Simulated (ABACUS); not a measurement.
**Run report: GaP, single-point calculation at one volume of an equation of state (part 2 of 2)**

The same run, continued: GaP (F-43m, 2 atoms in the cell); Kohn-Sham DFT of a periodic cell, PBE, PseudoDojo NC SR 0.4.1 PBE standard, no spin polarisation (ABACUS 3.10.1); cutoff 1360.57 eV, 8×8×8 k-mesh, fermi-dirac of 0.05 eV. The structure derives from an entry of the Crystallography Open Database. It belongs to a series of runs on one base structure; here: volume scaled by 1.02.

What the program printed, continued:
```
----------------------------------------------------------
     Energy           Rydberg                 eV
----------------------------------------------------------
 E_KohnSham     -166.8526081435      -2270.1461969126
 E_Harris       -166.2793455781      -2262.3465595726
 E_Fermi        0.5958608654         8.1071029853
----------------------------------------------------------

 LCAO ALGORITHM --------------- ION=   1  ELEC=   3--------------------------------

 Density error is 0.00747640915191
----------------------------------------------------------
     Energy           Rydberg                 eV
----------------------------------------------------------
 E_KohnSham     -166.8537797920      -2270.1621380080
 E_Harris       -166.8980262678      -2270.7641421956
 E_Fermi        0.5951365330         8.0972479368
----------------------------------------------------------

 LCAO ALGORITHM --------------- ION=   1  ELEC=   4--------------------------------

 Density error is 0.000850122186283
----------------------------------------------------------
     Energy           Rydberg                 eV
----------------------------------------------------------
 E_KohnSham     -166.8538371126      -2270.1629178956
 E_Harris       -166.8461294962      -2270.0580503935
 E_Fermi        0.5984171044         8.1418824007
----------------------------------------------------------

 LCAO ALGORITHM --------------- ION=   1  ELEC=   5--------------------------------

 Density error is 0.000226752975016
----------------------------------------------------------
     Energy           Rydberg                 eV
----------------------------------------------------------
 E_KohnSham     -166.8538387897      -2270.1629407136
 E_Harris       -166.8509285613      -2270.1233450240
 E_Fermi        0.5987074237         8.1458323967
----------------------------------------------------------

 LCAO ALGORITHM --------------- ION=   1  ELEC=   6--------------------------------

 Density error is 3.11739479691e-05
----------------------------------------------------------
     Energy           Rydberg                 eV
----------------------------------------------------------
 E_KohnSham     -166.8538389053      -2270.1629422856
 E_Harris       -166.8534389246      -2270.1575002699
 E_Fermi        0.5988090407         8.1472149673
----------------------------------------------------------

 LCAO ALGORITHM --------------- ION=   1  ELEC=   7--------------------------------

 Density error is 1.86760784775e-06
----------------------------------------------------------
     Energy           Rydberg                 eV
----------------------------------------------------------
 E_KohnSham     -166.8538389079      -2270.1629423213
 E_Harris       -166.8538211516      -2270.1627007341
 E_Fermi        0.5988284978         8.1474796942
----------------------------------------------------------

 LCAO ALGORITHM --------------- ION=   1  ELEC=   8--------------------------------

 Density error is 4.2014026782e-07
----------------------------------------------------------
     Energy           Rydberg                 eV
----------------------------------------------------------
 E_KohnSham     -166.8538389079      -2270.1629423214
 E_Harris       -166.8538419491      -2270.1629836987
 E_Fermi        0.5988294304         8.1474923829
----------------------------------------------------------

 LCAO ALGORITHM --------------- ION=   1  ELEC=   9--------------------------------

 Density error is 5.64648387152e-08
----------------------------------------------------------
     Energy           Rydberg                 eV
----------------------------------------------------------
 E_KohnSham     -166.8538389079      -2270.1629423214
 E_KS(sigma->0) -166.8538389078      -2270.1629423198
 E_Harris       -166.8538388663      -2270.1629417558
 E_band         -3.8978790880        -53.0333657125
 E_one_elec     -77.5823922363       -1055.5625988851
 E_Hartree      52.5752500417        715.3229743424
 E_xc           -46.0038124101       -625.9139785005
 E_Ewald        -95.8428843030       -1304.0093392750
 E_entropy(-TS) -0.0000000002        -0.0000000033
 E_descf        0.0000000000         0.0000000000
 E_exx          0.0000000000         0.0000000000
 E_Fermi        0.5988292189         8.1474895057
----------------------------------------------------------

 charge density convergence is achieved
 final etot is -2270.1629423 eV
 EFERMI = 8.1474895057 eV

 STATE ENERGY(eV) AND OCCUPATIONS    NSPIN == 1
 1/29 kpoint (Cartesian) = 0.0000 0.0000 0.0000 (1171 pws)
       1       -7.19285     0.00390625
       2       -7.19285     0.00390625
       3       -7.19285     0.00390625
       4       -7.10060     0.00390625
       5       -7.10060     0.00390625
       6       -4.95134     0.00390625
       7        7.36132     0.00390625
       8        7.36132     0.00390625
       9        7.36132     0.00390625
      10        9.10520    1.87566e-11
      11        11.2565    3.86505e-30
      12        11.2565    3.86505e-30
      13        11.2565    3.86505e-30

 2/29 kpoint (Cartesian) = 0.022783 0.022783 0.022783 (1184 pws)
       1       -7.20497      0.0312500
       2       -7.18849      0.0312500
       3       -7.18849      0.0312500
       4       -7.10060      0.0312500
       5       -7.10060      0.0312500
       6       -4.78957      0.0312500
       7        5.73237      0.0312500
       8        7.13840      0.0312500
       9        7.13840      0.0312500
      10        9.71283    7.91565e-16
      11        11.5973    3.39133e-32
      12        11.5973    3.39133e-32
      13        11.8041    5.42439e-34

 3/29 kpoint (Cartesian) = 0.045566 0.045566 0.045566 (1191 pws)
       1       -7.23231      0.0312500
       2       -7.17921      0.0312500
       3       -7.17921      0.0312500
       4       -7.09936      0.0312500
       5       -7.09936      0.0312500
       6       -4.23698      0.0312500
       7        3.52416      0.0312500
       8        6.71557      0.0312500
       9        6.71557      0.0312500
      10        9.44833    1.56990e-13
      11        12.0962    1.57220e-36
      12        12.0962    1.57220e-36
      13        13.6337    6.95739e-50

 4/29 kpoint (Cartesian) = 0.068348 0.068348 0.068348 (1184 pws)
       1       -7.25731      0.0312500
       2       -7.17209      0.0312500
       3       -7.17209      0.0312500
       4       -7.09591      0.0312500
       5       -7.09591      0.0312500
       6       -3.46279      0.0312500
       7        1.67332      0.0312500
       8        6.38657      0.0312500
       9        6.38657      0.0312500
      10        9.10070    1.64208e-10
      11        12.1516    5.19726e-37
      12        12.1516    5.19726e-37
      13        15.3337    1.19143e-64

 5/29 kpoint (Cartesian) = 0.091131 0.091131 0.091131 (1177 pws)
       1       -7.26714      0.0156250
       2       -7.16987      0.0156250
       3       -7.16987      0.0156250
       4       -7.09372      0.0156250
       5       -7.09372      0.0156250
       6       -2.99256      0.0156250
       7       0.833934      0.0156250
       8        6.26784      0.0156250
       9        6.26784      0.0156250
      10        8.97261    1.06387e-09
      11        12.0859    9.65579e-37
      12        12.0859    9.65579e-37
      13        15.6545    9.75270e-68

 6/29 kpoint (Cartesian) = 0.0000 0.0000 0.045566 (1182 pws)
       1       -7.21313      0.0234375
       2       -7.18433      0.0234375
       3       -7.18433      0.0234375
       4       -7.10431      0.0234375
       5       -7.09762      0.0234375
       6       -4.72590      0.0234375
       7        5.78997      0.0234375
       8        6.73437      0.0234375
       9        6.73437      0.0234375
      10        10.2683    8.88965e-21
      11        10.8304    1.16570e-25
      12        12.1762    2.38324e-37
      13        12.1762    2.38324e-37

[... levels at 23 further k points ...]

 correction force for each atom along direction 1 is 0.0103433
 correction force for each atom along direction 2 is -0.00154451
 correction force for each atom along direction 3 is -0.00226376
------------------------------------------------------------------------------------------
 TOTAL-FORCE (eV/Angstrom)
------------------------------------------------------------------------------------------
                       Ga1         0.0000000000         0.0000000000         0.0000000000
                        P1         0.0000000000         0.0000000000         0.0000000000
------------------------------------------------------------------------------------------

----------------------------------------------------------------
 TOTAL-STRESS (KBAR)
----------------------------------------------------------------
        12.6875124860        -0.0000000000         0.0000000000
        -0.0000000000        12.6875124860         0.0000000000
         0.0000000000         0.0000000000        12.6875124860
----------------------------------------------------------------
 TOTAL-PRESSURE: 12.687512 KBAR

 --------------------------------------------
 !FINAL_ETOT_IS -2270.1629423214317285 eV
 --------------------------------------------
```

Standard output:
```
ABACUS v3.10.1

               Atomic-orbital Based Ab-initio Computation at UStc

%%%%%%%%%%%%%%%%%%%%%%%%%%%%%%%%%%%%%%%%%%%%%%%%%%%%%%%%%%%%%%%%%%%%%%%%%%%%%%%%%%%%%%%%%%%%%%%%%%%%%%%%%
 Warning: the number of valence electrons in pseudopotential > 3 for Ga: [Ar] 3d10 4s2 4p1
 Pseudopotentials with additional electrons can yield (more) accurate outcomes, but may be less efficient.
 If you're confident that your chosen pseudopotential is appropriate, you can safely ignore this warning.
%%%%%%%%%%%%%%%%%%%%%%%%%%%%%%%%%%%%%%%%%%%%%%%%%%%%%%%%%%%%%%%%%%%%%%%%%%%%%%%%%%%%%%%%%%%%%%%%%%%%%%%%%

 UNIFORM GRID DIM        : 48 * 48 * 48
 UNIFORM GRID DIM(BIG)   : 12 * 12 * 12
 ---------------------------------------------------------
 Self-consistent calculations for electrons
 ---------------------------------------------------------
 SPIN    KPOINTS         PROCESSORS  THREADS     NBASE
 1       29              4           4           63
 ---------------------------------------------------------
 Use Systematically Improvable Atomic bases
 ---------------------------------------------------------
 ELEMENT ORBITALS        NBASE       NATOM       XC
 Ga      3s3p3d1f-8au    34          1
 P       3s3p2d1f-7au    29          1
 ---------------------------------------------------------
 Initial plane wave basis and FFT box
 ---------------------------------------------------------
 -------------------------------------------
 SELF-CONSISTENT :
 -------------------------------------------
 START CHARGE      : atomic
 ITER       ETOT/eV          EDIFF/eV         DRHO     TIME/s
 GE1     -2.26996086e+03   0.00000000e+00   6.6911e-02   1.16
 GE2     -2.27014620e+03  -1.85334282e-01   2.2276e-02   1.09
 GE3     -2.27016214e+03  -1.59410955e-02   7.4764e-03   1.05
 GE4     -2.27016292e+03  -7.79887573e-04   8.5012e-04   1.05
 GE5     -2.27016294e+03  -2.28180297e-05   2.2675e-04   1.06
 GE6     -2.27016294e+03  -1.57193725e-06   3.1174e-05   1.06
 GE7     -2.27016294e+03  -3.57083924e-08   1.8676e-06   1.06
 GE8     -2.27016294e+03  -1.30703652e-10   4.2014e-07   1.12
 GE9     -2.27016294e+03  -8.89403549e-12   5.6465e-08   1.08
----------------------------------------------------------------
 TOTAL-STRESS (KBAR)
----------------------------------------------------------------
        12.6875124860        -0.0000000000         0.0000000000
        -0.0000000000        12.6875124860         0.0000000000
         0.0000000000         0.0000000000        12.6875124860
----------------------------------------------------------------
 TOTAL-PRESSURE: 12.687512 KBAR
```

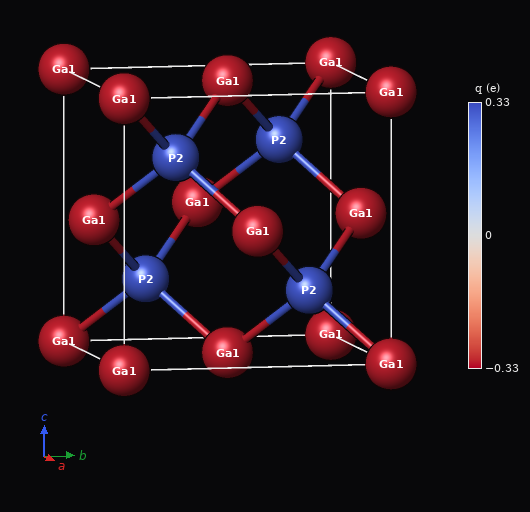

**Figure 1.** Mulliken charges, as the colour of each atom (ball-and-stick view of the cell 4 times as large as that of the calculation, set on its symmetry axes, seen slightly off an axis; atoms are numbered from 1 in the order of the input). By element: Ga −0.31 and P +0.31 e.

The run was set up as follows.

Input file:
```
INPUT_PARAMETERS
suffix              GaP
calculation         scf
basis_type          lcao
pseudo_dir          ./
orbital_dir         ./
symmetry            1
dft_functional      pbe
ecutwfc             100
pseudo_rcut         10
nspin               1
nbands              13
ks_solver           genelpa
smearing_method     fd
smearing_sigma      0.00367493
scf_thr             1e-07
scf_nmax            100
mixing_type         broyden
mixing_beta         0.7
cal_force           1
cal_stress          1
out_mul             1
```

File STRU:
```
ATOMIC_SPECIES
Ga 69.7230 Ga.upf
P 30.9738 P.upf

NUMERICAL_ORBITAL
Ga_confined-atom_8au_3s3p3d1f.orb
P_confined-atom_7au_3s3p2d1f.orb

LATTICE_CONSTANT
1.8897261246

LATTICE_VECTORS
0.0000000000 2.7432985392 2.7432985392
2.7432985392 0.0000000000 2.7432985392
2.7432985392 2.7432985392 0.0000000000

ATOMIC_POSITIONS
Direct

Ga
0.0
1
0.0000000000 0.0000000000 0.0000000000 1 1 1

P
0.0
1
0.7500000000 0.7500000000 0.7500000000 1 1 1
```

File KPT:
```
K_POINTS
0
Gamma
8 8 8 0 0 0
```

Run as:
```bash
OMP_NUM_THREADS=1 mpirun -np 4 abacus > log
```

Summary:

- outcome: converged
- space group (tolerance 0.01 Å): F-43m (216)
- electrons treated: 18
- free energy: −2270.1629 eV
- Fermi energy: 8.147 eV
- gap on the k-point mesh: 1.61 eV
- pressure: 1.27 GPa
- largest force (length of the vector): under 0.001 eV/Å
- hardware: 4 threads of Intel Xeon @ 2.50GHz (Skylake/Cascade Lake), 16 GiB of memory available, shared host
- wall time: 12 s (CPU time 48 s)
- peak memory: 0.56 GiB

Points of doubt noted for this run: home made orbitals.
